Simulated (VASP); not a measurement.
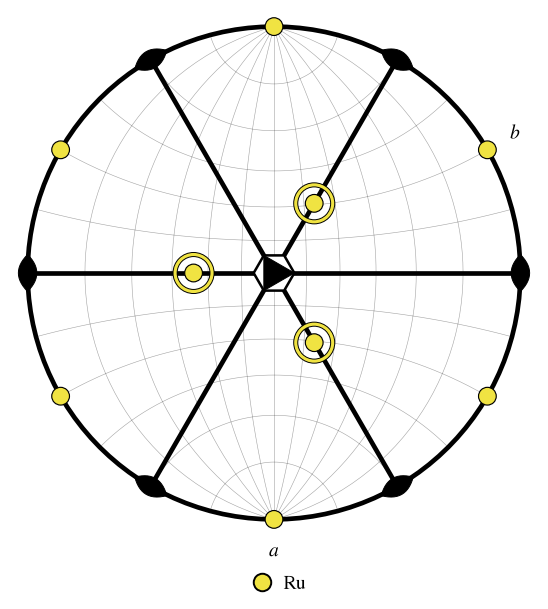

For Ru, the geometry relaxed with VASP, VASP Kohn-Sham DFT of a periodic cell, vdW-DF, VASP PAW PBE potentials, recommended: directions from one ruthenium atom at (2/3, 1/3, 3/4) to its bonded neighbours, in stereographic projection down c (filled: above the plane of the page or in it, open: below). Geometry calculated from the standardised cell; symmetry tolerance 0.002 Å.

Neighbours are counted up to 3.01 Å for Ru. The symmetry elements of the site are drawn in: heavy lines are mirror planes (a heavy rim: a mirror in the plane of the page); lens, triangle, square and hexagon are 2-, 3-, 4- and 6-fold axes, a lens in an open square is −4, a triangle in an open hexagon −6; thin dashed diameters join the ends of axes that lie in the page; a small open circle marks inversion.

```
Ru
1.0
     2.75056    0.00000    0.00000
    -1.37528    2.38205    0.00000
     0.00000    0.00000    4.34614
Ru
2
Direct
  0.66667 0.33333 0.75000
  0.33333 0.66667 0.25000
```

Q: How many neighbours are there, and at what angles?

A: 12: 6 Ru at 2.69 Å, 6 Ru at 2.75 Å. Angles between bonds: 59° (12×), 60° (6×), 61° (6×), 90° (12×), 108° (3×), 120° (6×), 121° (12×), 146° (6×), 180° (3×).

Q: What is the site's symmetry in the crystal?

A: Point group -6m2 (D3h), order 12: one −6 axis, three twofold axes, four mirror planes. In P6_3/mmc, No. 194 this is Wyckoff position 2c.
